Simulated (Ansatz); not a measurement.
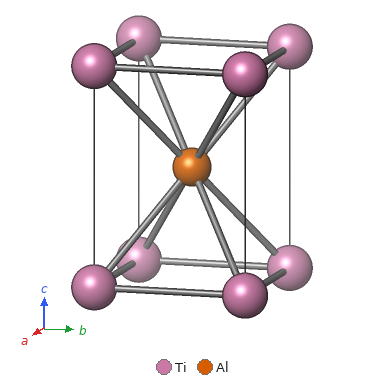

System: TiAl, space group P4/mmm (No. 123). The picture shows the cell.

Starting cell:
```yaml
crystal:
  lattice:
    - [2.83730, 0.00000, 0.00000]
    - [0.00000, 2.83730, 0.00000]
    - [0.00000, 0.00000, 4.05910]
  atoms:
    - { symbol: Ti, position: [0.00000, 0.00000, 0.00000] }
    - { symbol: Al, position: [0.50000, 0.50000, 0.50000] }
```

Computed with Ansatz 0.2.0: homogeneous strain of a crystal along one Voigt pattern with engineering shear, fractional coordinates fixed, by plane-wave density functional theory with PAW datasets, free energies less that of the undisturbed cell; scalar-relativistic. Level: PBE, no spin polarisation.

```json
{"setting": "wave cutoff", "value": "420 eV"}
{"setting": "k mesh", "value": "16×16×12"}
{"setting": "occupations", "value": "Gaussian"}
{"setting": "smearing width", "value": "0.15 eV"}
{"setting": "k shift", "value": "(0, 0, 0) (mesh steps)"}
{"setting": "start", "value": "as given"}
{"setting": "strain pattern", "value": "(0, 0, 0, 1, 0, 0) (xx yy zz yz xz xy with engineering shear)"}
```

The points at strain −0.015, −0.005, 0.01 and 0.02 follow from computed ones by symmetry.

What does the calculation give for the energy change against strain? The strain takes the values −0.0200, −0.0150, −0.0100, −0.0050, 0.0000, 0.0025, 0.0050, 0.0075, 0.0100, 0.0125, 0.0150, 0.0175, 0.0200.

The energy change is 2.24 meV/atom at strain −0.0200 and 2.24 meV/atom at 0.0200; the lowest computed point is at strain 0.0000 (0.00 meV/atom), and no other minimum shows. The slope of stress against strain at the start, which at zero pressure is the clamped-ion constant C44, is 110 GPa. The second derivative of tensile stress is 0 GPa. The tensile stress at start is 0 GPa.

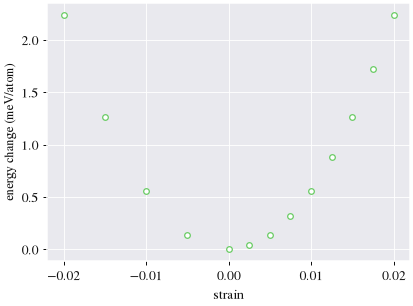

Note: reference crystal is not relaxed.
